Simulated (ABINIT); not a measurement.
Run report: Au, geometry relaxation (part 2 of 3)

Au (P6₃/mmc, 2 atoms in the cell); Kohn-Sham DFT of a periodic cell, PW91, JTH PAW PBE v2.0, no spin polarisation (ABINIT 10.8.3); cutoff 653.07 eV, 11×11×6 k-mesh, fermi-dirac of 0.05 eV. The structure derives from an entry of the Crystallography Open Database.

Geometry of the input (Å; fractional positions):
```
2.9000  0.0000  0.0000
-1.4500  2.5115  0.0000
0.0000  0.0000  4.8800
Au 0.6667  0.3333  0.2500
Au 0.3333  0.6667  0.7500
```

Log, continued
```
     iter   Etot(hartree)      deltaE(h)  residm     nres2
 ETOT  1  -68.398593771951    -6.840E+01 1.304E-05 1.115E-01
 ETOT  2  -68.398647841050    -5.407E-05 5.253E-06 9.959E-03
 ETOT  3  -68.398614020762     3.382E-05 6.928E-06 1.213E-03
 ETOT  4  -68.398617915269    -3.895E-06 1.650E-06 6.400E-04
 ETOT  5  -68.398617591799     3.235E-07 2.817E-06 3.102E-05
 ETOT  6  -68.398617793334    -2.015E-07 1.182E-06 6.199E-06
 ETOT  7  -68.398617830290    -3.696E-08 2.550E-06 1.396E-06
 ETOT  8  -68.398617828332     1.957E-09 9.808E-07 2.058E-08
 ETOT  9  -68.398617829666    -1.334E-09 2.626E-06 1.160E-07
 ETOT 10  -68.398617829630     3.611E-11 1.022E-06 3.398E-08
 ETOT 11  -68.398617829604     2.611E-11 2.717E-06 5.888E-09
 ETOT 12  -68.398617829617    -1.295E-11 1.060E-06 3.210E-09
 ETOT 13  -68.398617829611     5.755E-12 2.820E-06 3.082E-10

 At SCF step   13       nres2   =  3.08E-10 < tolvrs=  1.00E-09 =>converged.

 Cartesian components of stress tensor (hartree/bohr^3)
  sigma(1 1)= -4.44519669E-06  sigma(3 2)=  0.00000000E+00
  sigma(2 2)= -4.44519763E-06  sigma(3 1)=  0.00000000E+00
  sigma(3 3)=  7.27099141E-06  sigma(2 1)=  0.00000000E+00

--- !ResultsGS
iteration_state: {dtset: 1, itime: 3, icycle: 1, }
comment   : Summary of ground state results
lattice_vectors:
- [  5.5139262,   0.0000000,   0.0000000, ]
- [ -2.7569631,   4.7752002,   0.0000000, ]
- [  0.0000000,   0.0000000,   9.2524689, ]
lattice_lengths: [   5.51393,    5.51393,    9.25247, ]
lattice_angles: [ 90.000,  90.000, 120.000, ] # degrees, (23, 13, 12)
lattice_volume:   2.4361844E+02
convergence: {deltae:  5.755E-12, res2:  3.082E-10, residm:  2.820E-06, diffor: null, }
etotal    :  -6.83986178E+01
entropy   :   0.00000000E+00
fermie    :   2.51255332E-01
cartesian_stress_tensor: # hartree/bohr^3
- [ -4.44519669E-06,   0.00000000E+00,   0.00000000E+00, ]
- [  0.00000000E+00,  -4.44519763E-06,   0.00000000E+00, ]
- [  0.00000000E+00,   0.00000000E+00,   7.27099141E-06, ]
pressure_GPa:   1.5881E-02
xred      :
- [  6.6667E-01,   3.3333E-01,   2.5000E-01, Au]
- [  3.3333E-01,   6.6667E-01,   7.5000E-01, Au]
cartesian_forces: # hartree/bohr
- [ -0.00000000E+00,  -0.00000000E+00,  -0.00000000E+00, ]
- [ -0.00000000E+00,  -0.00000000E+00,  -0.00000000E+00, ]
force_length_stats: {min:   0.00000000E+00, max:   0.00000000E+00, mean:   0.00000000E+00, }
...

 Integrated electronic density in atomic spheres:
 ------------------------------------------------
 Atom  Sphere_radius  Integrated_density
    1        2.50870          9.44282294
    2        2.50870          9.44282294

---OUTPUT-----------------------------------------------------------------------

 Cartesian coordinates (xcart) [bohr]
  2.75696310509511E+00  1.59173339090113E+00  2.31311722312722E+00
 -4.80630992659253E-17  3.18346678180226E+00  6.93935166938167E+00
 Reduced coordinates (xred)
  6.66666666666666E-01  3.33333333333333E-01  2.50000000000000E-01
  3.33333333333333E-01  6.66666666666666E-01  7.50000000000000E-01
 Cartesian forces (fcart) [Ha/bohr]; max,rms= 0.00000E+00 0.00000E+00 (free atoms)
 -0.00000000000000E+00 -0.00000000000000E+00 -0.00000000000000E+00
 -0.00000000000000E+00 -0.00000000000000E+00 -0.00000000000000E+00
 Gradient of E wrt nuclear positions in reduced coordinates (gred)
  0.00000000000000E+00 -0.00000000000000E+00  0.00000000000000E+00
  0.00000000000000E+00 -0.00000000000000E+00  0.00000000000000E+00
 Scale of Primitive Cell (acell) [bohr]
  5.51392621019022E+00  5.51392621026452E+00  9.25246889250890E+00
 Real space primitive translations (rprimd) [bohr]
  5.51392621019022E+00  0.00000000000000E+00  0.00000000000000E+00
 -2.75696310509511E+00  4.77520017270338E+00  0.00000000000000E+00
  0.00000000000000E+00  0.00000000000000E+00  9.25246889250890E+00
 Unitary Cell Volume (ucvol) [Bohr^3]=  2.43618444058443E+02
 Angles (23,13,12)= [degrees]
  9.00000000000000E+01  9.00000000000000E+01  1.19999999999554E+02
 Lengths [Bohr]
  5.51392621019022E+00  5.51392621026452E+00  9.25246889250890E+00
 Stress tensor in cartesian coordinates (strten) [Ha/bohr^3]
 -4.44519669403134E-06  0.00000000000000E+00  0.00000000000000E+00
  0.00000000000000E+00 -4.44519763173612E-06  0.00000000000000E+00
  0.00000000000000E+00  0.00000000000000E+00  7.27099140779286E-06
 Total energy (etotal) [Ha]= -6.83986178296114E+01

 Difference of energy with previous step (new-old):
           Absolute (Ha)=-4.91097E-05
           Relative     =-7.17993E-07

--- Iteration: ( 4/60) Internal Cycle: (1/1)
--------------------------------------------------------------------------------

---SELF-CONSISTENT-FIELD CONVERGENCE--------------------------------------------

--- !BeginCycle
iteration_state: {dtset: 1, itime: 4, icycle: 1, }
solver: {iscf: 17, nstep: 100, nline: 4, wfoptalg: 10, }
tolerances: {tolvrs: 1.00E-09, }
...

     iter   Etot(hartree)      deltaE(h)  residm     nres2
 ETOT  1  -68.398622393350    -6.840E+01 8.570E-05 1.209E-03
 ETOT  2  -68.398619708822     2.685E-06 2.662E-06 1.237E-04
 ETOT  3  -68.398619327812     3.810E-07 8.472E-07 8.561E-06
 ETOT  4  -68.398619326624     1.188E-09 2.653E-06 2.422E-06
 ETOT  5  -68.398619327681    -1.056E-09 8.682E-07 2.145E-07
 ETOT  6  -68.398619328605    -9.247E-10 2.735E-06 1.451E-08
 ETOT  7  -68.398619328768    -1.629E-10 9.090E-07 7.784E-10

 At SCF step    7       nres2   =  7.78E-10 < tolvrs=  1.00E-09 =>converged.

 Cartesian components of stress tensor (hartree/bohr^3)
  sigma(1 1)= -1.64657091E-06  sigma(3 2)=  0.00000000E+00
  sigma(2 2)= -1.64657185E-06  sigma(3 1)=  0.00000000E+00
  sigma(3 3)=  7.27916810E-06  sigma(2 1)=  0.00000000E+00

--- !ResultsGS
iteration_state: {dtset: 1, itime: 4, icycle: 1, }
comment   : Summary of ground state results
lattice_vectors:
- [  5.5162165,   0.0000000,   0.0000000, ]
- [ -2.7581083,   4.7771836,   0.0000000, ]
- [  0.0000000,   0.0000000,   9.2478492, ]
lattice_lengths: [   5.51622,    5.51622,    9.24785, ]
lattice_angles: [ 90.000,  90.000, 120.000, ] # degrees, (23, 13, 12)
lattice_volume:   2.4369913E+02
convergence: {deltae: -1.629E-10, res2:  7.784E-10, residm:  9.090E-07, diffor: null, }
etotal    :  -6.83986193E+01
entropy   :   0.00000000E+00
fermie    :   2.51138693E-01
cartesian_stress_tensor: # hartree/bohr^3
- [ -1.64657091E-06,   0.00000000E+00,   0.00000000E+00, ]
- [  0.00000000E+00,  -1.64657185E-06,   0.00000000E+00, ]
- [  0.00000000E+00,   0.00000000E+00,   7.27916810E-06, ]
pressure_GPa:  -3.9091E-02
xred      :
- [  6.6667E-01,   3.3333E-01,   2.5000E-01, Au]
- [  3.3333E-01,   6.6667E-01,   7.5000E-01, Au]
cartesian_forces: # hartree/bohr
- [ -6.10165775E-29,  -9.15926373E-29,  -0.00000000E+00, ]
- [  6.10165775E-29,   9.15926373E-29,  -0.00000000E+00, ]
force_length_stats: {min:   1.10055595E-28, max:   1.10055595E-28, mean:   1.10055595E-28, }
...

 Integrated electronic density in atomic spheres:
 ------------------------------------------------
 Atom  Sphere_radius  Integrated_density
    1        2.50870          9.44425781
    2        2.50870          9.44425781

---OUTPUT-----------------------------------------------------------------------

 Cartesian coordinates (xcart) [bohr]
  2.75810826264685E+00  1.59239454792191E+00  2.31196230470856E+00
  9.96699819519155E-17  3.18478909584381E+00  6.93588691412568E+00
 Reduced coordinates (xred)
  6.66666666666666E-01  3.33333333333333E-01  2.50000000000000E-01
  3.33333333333333E-01  6.66666666666666E-01  7.50000000000000E-01
 Cartesian forces (fcart) [Ha/bohr]; max,rms= 9.15926E-29 6.35406E-29 (free atoms)
 -6.10165774586554E-29 -9.15926372923935E-29 -0.00000000000000E+00
  6.10165774586554E-29  9.15926372923935E-29 -0.00000000000000E+00
 Gradient of E wrt nuclear positions in reduced coordinates (gred)
  3.36580652894298E-28  2.69264522315439E-28  0.00000000000000E+00
 -3.36580652894298E-28 -2.69264522315439E-28 -0.00000000000000E+00
 Scale of Primitive Cell (acell) [bohr]
  5.51621652529371E+00  5.51621652536805E+00  9.24784921883424E+00
 Real space primitive translations (rprimd) [bohr]
  5.51621652529371E+00  0.00000000000000E+00  0.00000000000000E+00
 -2.75810826264685E+00  4.77718364376572E+00  0.00000000000000E+00
  0.00000000000000E+00  0.00000000000000E+00  9.24784921883424E+00
 Unitary Cell Volume (ucvol) [Bohr^3]=  2.43699131740067E+02
 Angles (23,13,12)= [degrees]
  9.00000000000000E+01  9.00000000000000E+01  1.19999999999554E+02
 Lengths [Bohr]
  5.51621652529371E+00  5.51621652536805E+00  9.24784921883424E+00
 Stress tensor in cartesian coordinates (strten) [Ha/bohr^3]
 -1.64657090836670E-06  0.00000000000000E+00  0.00000000000000E+00
  0.00000000000000E+00 -1.64657184554412E-06  0.00000000000000E+00
  0.00000000000000E+00  0.00000000000000E+00  7.27916809994261E-06
 Total energy (etotal) [Ha]= -6.83986193287681E+01

 Difference of energy with previous step (new-old):
           Absolute (Ha)=-1.49916E-06
           Relative     =-2.19179E-08

--- Iteration: ( 5/60) Internal Cycle: (1/1)
--------------------------------------------------------------------------------

---SELF-CONSISTENT-FIELD CONVERGENCE--------------------------------------------

--- !BeginCycle
iteration_state: {dtset: 1, itime: 5, icycle: 1, }
solver: {iscf: 17, nstep: 100, nline: 4, wfoptalg: 10, }
tolerances: {tolvrs: 1.00E-09, }
...

     iter   Etot(hartree)      deltaE(h)  residm     nres2
 ETOT  1  -68.398651103893    -6.840E+01 2.438E-03 1.011E-02
 ETOT  2  -68.398624701972     2.640E-05 2.276E-04 1.018E-03
 ETOT  3  -68.398621471666     3.230E-06 9.115E-07 1.196E-05
 ETOT  4  -68.398621575255    -1.036E-07 1.803E-06 3.118E-06
 ETOT  5  -68.398621587910    -1.265E-08 3.350E-07 3.084E-07
 ETOT  6  -68.398621587108     8.020E-10 1.048E-06 1.599E-08
 ETOT  7  -68.398621587317    -2.096E-10 1.302E-07 6.110E-09
 ETOT  8  -68.398621587306     1.069E-11 3.759E-07 9.564E-10

 At SCF step    8       nres2   =  9.56E-10 < tolvrs=  1.00E-09 =>converged.

 Cartesian components of stress tensor (hartree/bohr^3)
  sigma(1 1)=  1.15718945E-06  sigma(3 2)=  0.00000000E+00
  sigma(2 2)=  1.15718851E-06  sigma(3 1)=  0.00000000E+00
  sigma(3 3)=  1.72044291E-06  sigma(2 1)=  0.00000000E+00

--- !ResultsGS
iteration_state: {dtset: 1, itime: 5, icycle: 1, }
comment   : Summary of ground state results
lattice_vectors:
- [  5.5211572,   0.0000000,   0.0000000, ]
- [ -2.7605786,   4.7814624,   0.0000000, ]
- [  0.0000000,   0.0000000,   9.2297165, ]
lattice_lengths: [   5.52116,    5.52116,    9.22972, ]
lattice_angles: [ 90.000,  90.000, 120.000, ] # degrees, (23, 13, 12)
lattice_volume:   2.4365719E+02
convergence: {deltae:  1.069E-11, res2:  9.564E-10, residm:  3.759E-07, diffor: null, }
etotal    :  -6.83986216E+01
entropy   :   0.00000000E+00
fermie    :   2.51401448E-01
cartesian_stress_tensor: # hartree/bohr^3
- [  1.15718945E-06,   0.00000000E+00,   0.00000000E+00, ]
- [  0.00000000E+00,   1.15718851E-06,   0.00000000E+00, ]
- [  0.00000000E+00,   0.00000000E+00,   1.72044291E-06, ]
pressure_GPa:  -3.9570E-02
xred      :
- [  6.6667E-01,   3.3333E-01,   2.5000E-01, Au]
- [  3.3333E-01,   6.6667E-01,   7.5000E-01, Au]
cartesian_forces: # hartree/bohr
- [  8.53467659E-29,   1.61903500E-28,  -0.00000000E+00, ]
- [ -8.53467659E-29,  -1.61903500E-28,  -0.00000000E+00, ]
force_length_stats: {min:   1.83021348E-28, max:   1.83021348E-28, mean:   1.83021348E-28, }
...

 Integrated electronic density in atomic spheres:
 ------------------------------------------------
 Atom  Sphere_radius  Integrated_density
    1        2.50870          9.44484234
    2        2.50870          9.44484234

---OUTPUT-----------------------------------------------------------------------

 Cartesian coordinates (xcart) [bohr]
  2.76057861902180E+00  1.59382080884000E+00  2.30742913438972E+00
 -5.67103783679360E-16  3.18764161768000E+00  6.92228740316916E+00
 Reduced coordinates (xred)
  6.66666666666666E-01  3.33333333333333E-01  2.50000000000000E-01
  3.33333333333333E-01  6.66666666666666E-01  7.50000000000000E-01
 Cartesian forces (fcart) [Ha/bohr]; max,rms= 1.61903E-28 1.05667E-28 (free atoms)
  8.53467658564620E-29  1.61903499934080E-28 -0.00000000000000E+00
 -8.53467658564620E-29 -1.61903499934080E-28 -0.00000000000000E+00
 Gradient of E wrt nuclear positions in reduced coordinates (gred)
 -4.71212914052018E-28 -5.38529044630877E-28 -0.00000000000000E+00
  4.71212914052018E-28  5.38529044630877E-28  0.00000000000000E+00
 Scale of Primitive Cell (acell) [bohr]
  5.52115723804360E+00  5.52115723811801E+00  9.22971653755887E+00
 Real space primitive translations (rprimd) [bohr]
  5.52115723804360E+00  0.00000000000000E+00  0.00000000000000E+00
 -2.76057861902180E+00  4.78146242652000E+00  0.00000000000000E+00
  0.00000000000000E+00  0.00000000000000E+00  9.22971653755887E+00
 Unitary Cell Volume (ucvol) [Bohr^3]=  2.43657187131647E+02
 Angles (23,13,12)= [degrees]
  9.00000000000000E+01  9.00000000000000E+01  1.19999999999554E+02
 Lengths [Bohr]
  5.52115723804360E+00  5.52115723811801E+00  9.22971653755887E+00
 Stress tensor in cartesian coordinates (strten) [Ha/bohr^3]
  1.15718944998164E-06  0.00000000000000E+00  0.00000000000000E+00
  0.00000000000000E+00  1.15718851236360E-06  0.00000000000000E+00
  0.00000000000000E+00  0.00000000000000E+00  1.72044290923379E-06
 Total energy (etotal) [Ha]= -6.83986215873065E+01

 Difference of energy with previous step (new-old):
           Absolute (Ha)=-2.25854E-06
           Relative     =-3.30202E-08

 At Broyd/MD step   5, gradients are converged :
  max grad (force/stress) = 1.7204E-04 < tolmxf= 2.0000E-04 ha/bohr (free atoms)

================================================================================

 ----iterations are completed or convergence reached----

 Mean square residual over all n,k,spin=   97.509E-11; max=  37.595E-08
 reduced coordinates (array xred) for    2 atoms
       0.666666666667      0.333333333333      0.250000000000
       0.333333333333      0.666666666667      0.750000000000
 rms dE/dt=  4.1496E-28; max dE/dt=  5.3853E-28; dE/dt below (all hartree)
    1      -0.000000000000     -0.000000000000      0.000000000000
    2       0.000000000000      0.000000000000      0.000000000000

 cartesian coordinates (angstrom) at end:
    1      1.46083529310136     0.84341364972893     1.22103891286431
    2     -0.00000000000000     1.68682729945787     3.66311673859292

 cartesian forces (hartree/bohr) at end:
    1      0.00000000000000     0.00000000000000    -0.00000000000000
    2     -0.00000000000000    -0.00000000000000    -0.00000000000000
 frms,max,avg= 1.0566742E-28 1.6190350E-28   0.000E+00  0.000E+00  0.000E+00 h/b

 cartesian forces (eV/Angstrom) at end:
    1      0.00000000000000     0.00000000000000    -0.00000000000000
    2     -0.00000000000000    -0.00000000000000    -0.00000000000000
 frms,max,avg= 5.4336374E-27 8.3254127E-27   0.000E+00  0.000E+00  0.000E+00 e/A
 length scales=  5.521157238044  5.521157238118  9.229716537559 bohr
              =  2.921670586203  2.921670586242  4.884155651457 angstroms
 Fermi (or HOMO) energy (eV) =   6.84098   Average Vxc (eV)= -11.50063
 Eigenvalues (   eV  ) for nkpt=  64  k points:
 kpt#   1, nband= 15, wtk=  0.00138, kpt=  0.0000  0.0000  0.0000 (reduced coord)
  -2.39164   -0.01106    2.32431    2.56411    2.56411    2.84848    2.84848    3.45004
   3.45004    4.70768    4.70768    6.05020    9.29173   22.02972   23.21990
 prteigrs : prtvol=0 or 1, do not print more k-points.

--- !EnergyTerms
iteration_state     : {dtset: 1, itime: 5, icycle: 1, }
comment             : Components of total free energy in Hartree
kinetic             :  1.83684103178202E+01
hartree             :  7.83425745917023E+00
xc                  : -5.96932551654447E+00
Ewald energy        : -7.04901269321058E+01
psp_core            :  6.35667798527641E+00
local_psp           : -2.91497991452993E+01
PAW spherical_terms :  4.65161968191015E+00
internal            : -6.83982861497725E+01
'-kT*entropy'       : -3.03040031157215E-04
total_energy        : -6.83985891898037E+01
total_energy_eV     : -1.86122042912393E+03
...

--- !EnergyTermsDC
iteration_state     : {dtset: 1, itime: 5, icycle: 1, }
comment             : '"Double-counting" decomposition of free energy'
band_energy         :  2.33006219122930E+00
Ewald energy        : -7.04901269321058E+01
psp_core            :  6.35667798527641E+00
xc_dc               : -6.72559483603422E+00
PAW spherical_terms :  1.30663044358950E-01
internal            : -6.83983185472753E+01
'-kT*entropy'       : -3.03040031157215E-04
total_energy_dc     : -6.83986215873065E+01
total_energy_dc_eV  : -1.86122131070489E+03
...

--- !EnergyTermsWithPAWCore
iteration_state     : {dtset: 1, itime: 5, icycle: 1, }
comment             : 'Components of total free energy, including PAW core contributions'
Total energy        : -3.80275378496972E+04
Total energy DC     : -3.80275378820947E+04
Total energy (eV)   : -1.03478202041177E+06
Total energy DC (eV): -1.03478202129335E+06
...

 Cartesian components of stress tensor (hartree/bohr^3)
  sigma(1 1)=  1.15718945E-06  sigma(3 2)=  0.00000000E+00
  sigma(2 2)=  1.15718851E-06  sigma(3 1)=  0.00000000E+00
  sigma(3 3)=  1.72044291E-06  sigma(2 1)=  0.00000000E+00

-Cartesian components of stress tensor (GPa)         [Pressure= -3.9570E-02 GPa]
- sigma(1 1)=  3.40456890E-02  sigma(3 2)=  0.00000000E+00
- sigma(2 2)=  3.40456615E-02  sigma(3 1)=  0.00000000E+00
- sigma(3 3)=  5.06171779E-02  sigma(2 1)=  0.00000000E+00

== END DATASET(S) ==============================================================
================================================================================

 -outvars: echo values of variables after computation  --------
            acell      5.5211572380E+00  5.5211572381E+00  9.2297165376E+00 Bohr
           etotal     -6.8398621587E+01
            fcart      8.5346765856E-29  1.6190349993E-28 -0.0000000000E+00
                      -8.5346765856E-29 -1.6190349993E-28 -0.0000000000E+00
            rprim      1.0000000000E+00  0.0000000000E+00  0.0000000000E+00
                      -4.9999999999E-01  8.6602540379E-01  0.0000000000E+00
                       0.0000000000E+00  0.0000000000E+00  1.0000000000E+00
           strten      1.1571894500E-06  1.1571885124E-06  1.7204429092E-06
                       0.0000000000E+00  0.0000000000E+00  0.0000000000E+00
           xangst      1.4608352931E+00  8.4341364973E-01  1.2210389129E+00
                      -3.0009839834E-16  1.6868272995E+00  3.6631167386E+00
             xred      6.6666666667E-01  3.3333333333E-01  2.5000000000E-01
                       3.3333333333E-01  6.6666666667E-01  7.5000000000E-01
 Calculation completed.
```

Trajectory as extended XYZ (Å, eV, eV/Å), 5 frames, from step=0 to step=4
```
2
Lattice="2.9000 0.0000 0.0000 -1.4500 2.5115 0.0000 0.0000 0.0000 4.8800" Properties=species:S:1:pos:R:3:forces:R:3 step=0 energy=-1861.21694
Au    1.4500    0.8372    1.2200    0.0000   0.0000   0.0000
Au    0.0000    1.6743    3.6600    0.0000   0.0000   0.0000
2
Lattice="2.9077 0.0000 0.0000 -1.4539 2.5182 0.0000 0.0000 0.0000 4.8888" Properties=species:S:1:pos:R:3:forces:R:3 step=1 energy=-1861.21987
Au    1.4539    0.8394    1.2222    0.0000   0.0000   0.0000
Au    0.0000    1.6788    3.6666    0.0000   0.0000   0.0000
2
Lattice="2.9178 0.0000 0.0000 -1.4589 2.5269 0.0000 0.0000 0.0000 4.8962" Properties=species:S:1:pos:R:3:forces:R:3 step=2 energy=-1861.22121
Au    1.4589    0.8423    1.2240    0.0000   0.0000   0.0000
Au    0.0000    1.6846    3.6721    0.0000   0.0000   0.0000
2
Lattice="2.9191 0.0000 0.0000 -1.4595 2.5280 0.0000 0.0000 0.0000 4.8938" Properties=species:S:1:pos:R:3:forces:R:3 step=3 energy=-1861.22125
Au    1.4595    0.8427    1.2234    0.0000   0.0000   0.0000
Au    0.0000    1.6853    3.6703    0.0000   0.0000   0.0000
2
Lattice="2.9217 0.0000 0.0000 -1.4608 2.5302 0.0000 0.0000 0.0000 4.8842" Properties=species:S:1:pos:R:3:forces:R:3 step=4 energy=-1861.22131
Au    1.4608    0.8434    1.2210    0.0000   0.0000   0.0000
Au    0.0000    1.6868    3.6631    0.0000   0.0000   0.0000
```

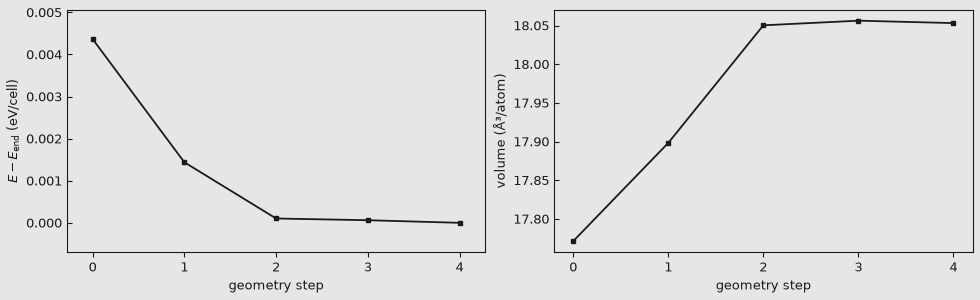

Figure 1. Progress of the relaxation, step by step (steps are counted from 0).
